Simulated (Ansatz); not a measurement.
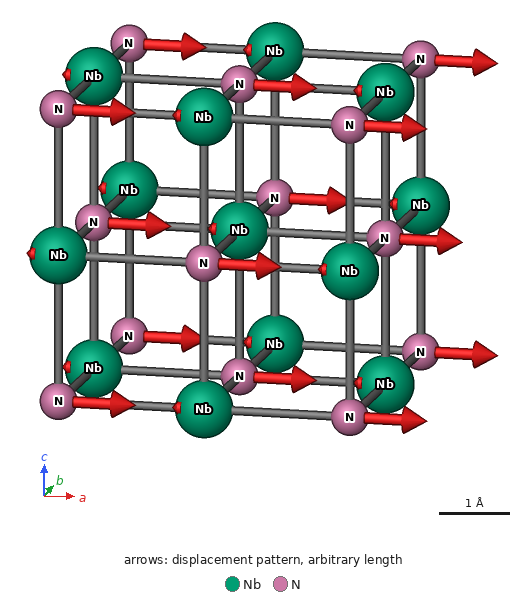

The lowest optical mode of a crystal of NbN relaxed at 25 GPa, space group Fm-3m (No. 225), at the zone centre. The red arrows give the relative displacements of the atoms. Style: ball-and-stick. Shown: the conventional cell (4 times the calculation's cell), slightly off an axis. Lengths and directions refer to the drawn axes.

Method: Ansatz 0.2.0, DFT PBE, scalar-relativistic, plane waves, PAW. Settings: plane-wave cutoff 420 eV; k-point mesh 16 × 16 × 16; occupations fermi dirac; smearing width 0.15 eV; target pressure 25 GPa; no spin polarisation.

The frequencies depend somewhat on the k-mesh and the smearing.

**Is this crystal at a minimum with respect to the drawn distortion?**

Yes: this softest mode has a real frequency, and so have all others here. That speaks for this wave vector alone: the rest of the zone wasn't checked in this run. This is the T₁u mode (triply degenerate; one member of the set is drawn) at 464 cm⁻¹, the only optical level, infrared-active by symmetry. The N sublattice moves against the Nb sublattice, along a; it stretches the shortest N–Nb bonds (2.16 Å); the kinetic energy is shared as N 87 %, Nb 13 %. The crystal is a metal, so free carriers screen the infrared response.
